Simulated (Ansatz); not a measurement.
Structure of Co:

```yaml
crystal:
  lattice:
    - [2.72645, 0.00000, 0.00000]
    - [0.00000, 2.72645, 0.00000]
    - [0.00000, 0.00000, 2.72645]
  atoms:
    - { symbol: Co, position: [0.00000, 0.00000, 0.00000] }
    - { symbol: Co, position: [0.50000, 0.50000, 0.50000] }
```

Structure used: the input geometry of an electronic-structure calculation (not necessarily at equilibrium); the starting structure was generated, so it need not be a known form of this composition.

Which powder rings are expected with λ = 0.2066 Å and a flat detector at 640 mm? List the innermost 4, leaving out those under 3 % of the strongest.

```
ring    radius  2θ (°)  d (Å)  hkl
   1   68.9 mm    6.14  1.928  110
   2   97.8 mm    8.69  1.363  200
   3  120.4 mm   10.65  1.113  211
   4  139.6 mm   12.30  0.964  220
```

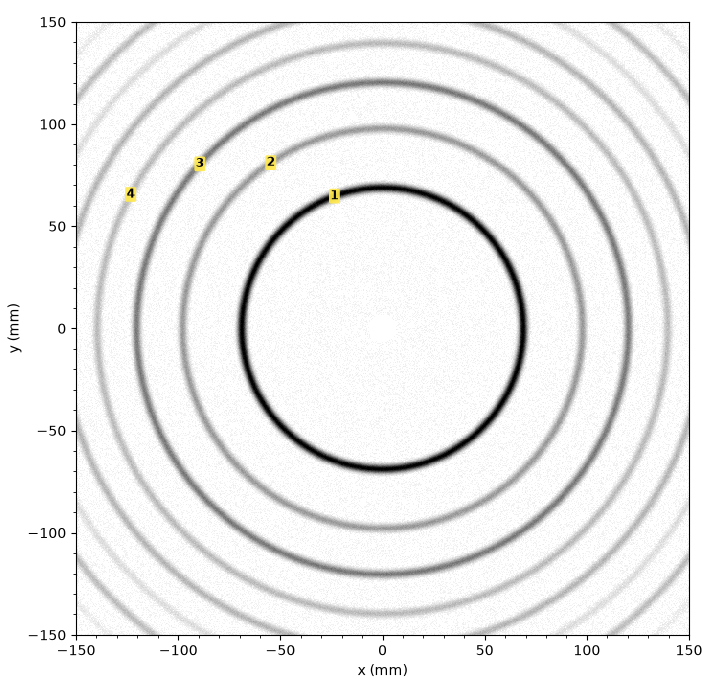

Simulated X-ray powder rings on a flat area detector normal to the beam: λ = 0.2066 Å, sample-to-detector distance 640 mm, axes in mm from the beam centre, beam polarised horizontally, for a fine-grained powder without texture. Kinematic intensities with B = 0.8 Å² for all atoms, without absorption; brightness goes as intensity to the power 0.5, clipped at the top, with counting noise. Reflections closer than the ring width show as one ring. The numbers mark the rings of the table.
